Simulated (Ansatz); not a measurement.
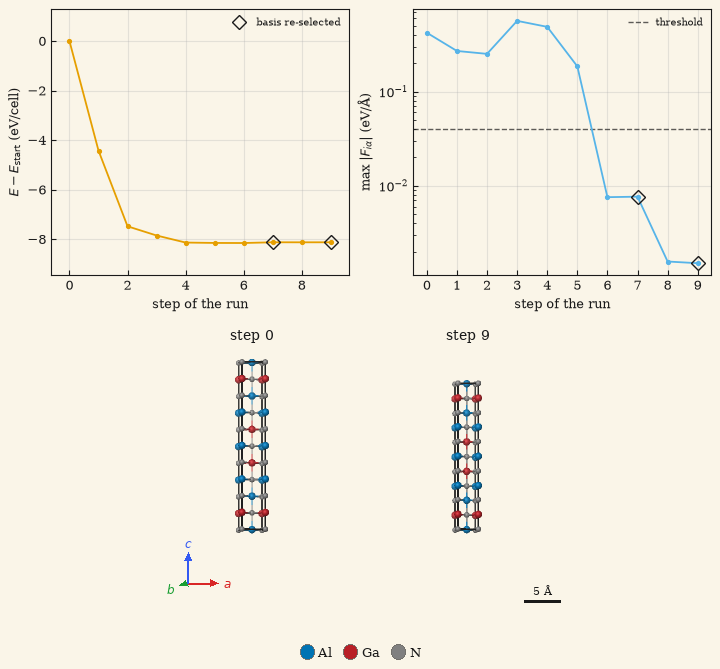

First and last geometry of a relaxation of solid Al₃Ga₂N₅ (a generated structure, set up in I4/mmm) (coarse preliminary run), with the history of the run. Style: ball-and-stick. Shown: the conventional cell (2 times the calculation's cell), from a free direction. Lengths and directions refer to the drawn axes.

All numbers below come from DFT PBE, scalar-relativistic, plane waves, PAW in Ansatz.

Input
```yaml
crystal:
  lattice:
    - [-1.68528031, 1.68528031, 11.91673135]
    - [1.68528031, -1.68528031, 11.91673135]
    - [1.68528031, 1.68528031, -11.91673135]
  atoms:
    - { symbol: Al, position: [0.7, 0.7, 0.0] }
    - { symbol: Al, position: [0.3, 0.3, 0.0] }
    - { symbol: Al, position: [0.5, 0.5, 0.0] }
    - { symbol: Ga, position: [0.9, 0.9, 0.0] }
    - { symbol: Ga, position: [0.1, 0.1, 0.0] }
    - { symbol: "N", position: [0.6, 0.6, 0.0] }
    - { symbol: "N", position: [0.2, 0.2, 0.0] }
    - { symbol: "N", position: [0.8, 0.8, 0.0] }
    - { symbol: "N", position: [0.4, 0.4, 0.0] }
    - { symbol: "N", position: [0.0, 0.0, 0.0] }
basis:
  ecutwfc: 420
kpoints:
  mp_grid: { grid: [8, 8, 8] }
hamiltonian:
  xc: pbe
scf:
  occupations: { method: gaussian, width: 0.1 }
  lower_state_search: "off"
output:
  forces: true
  stress: true
  eigenvalues: true
relax:
  adjacent_minimum: "off"
  f_tol: 0.04
  max_steps: 70
  cell: { stress_tol: 0.4 }
```

Run as
```bash
ansatz run input.yaml --threads 4 --pin off --max-ram 8192MiB --backend cpu --events-out ev --progress --plain --runs-dir out
```

What do the curves and the structures tell?

Answer. It converged. The largest moves relative to the cell, 0.043 Å, are those of N7 and N8. N8 goes along −c. Largest moves by element: N 0.043 Å, Ga 0.022 Å, Al 0.018 Å. The drawn cell changes as follows: a = b 3.371 → 2.937 Å (−12.9 %), c 23.833 → 20.796 Å (−12.7 %); the volume changes by −33.8 %. Among the contacts that change: Al1–N8 2.383 → 2.019 Å, Ga4–N9 2.383 → 2.077 Å, Al1–N6 2.383 → 2.081 Å, Al3–N6 2.383 → 2.096 Å. The space group stays I4/mmm (No. 139). After 7 accepted moves (9 points after the start) the energy has fallen by 8.123 eV per cell of the calculation. Largest force component: 0.42 eV/Å at the start, 0.0015 eV/Å at the end. Pressure: −38.55 GPa at the start and −0.01 GPa at the end. At 2 points the geometry stayed and the basis and grid were re-selected for the new cell (energy shift of 29.6 meV per cell of the calculation at most each time). Cost: 91 s on 4 threads of Intel(R) Xeon(R) Processor @ 2.50GHz (Skylake/Cascade Lake), with other jobs on the host, peak memory 0.68 GiB.
